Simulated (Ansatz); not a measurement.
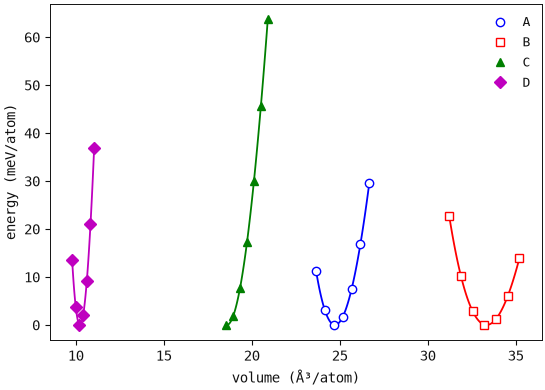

Plotted: energy against volume, with one curve for each compound, for AlN, HgTe, InP and ZnS (all in space group F-43m (No. 216)). The labels are replaced by letters.

How it was computed, with Ansatz 0.2.0: all-electron LAPW DFT, no spin polarisation; energies at scaled volumes of the given cell, shape and fractions fixed, counted from the fit's minimum, third-order Birch-Murnaghan fit. Level: LDA.

- occupations: Fermi–Dirac
- smearing width: 0.05 eV
- potentials: all electron LAPW, scalar relativistic

Which letter stands for which compound?

Answer. A: InP; B: HgTe; C: ZnS; D: AlN.

Note: the fit and the printed pressures don't fully agree, or the minimum lies near the end of the range (ZnS); spin-orbit coupling left out, heavy elements (HgTe).
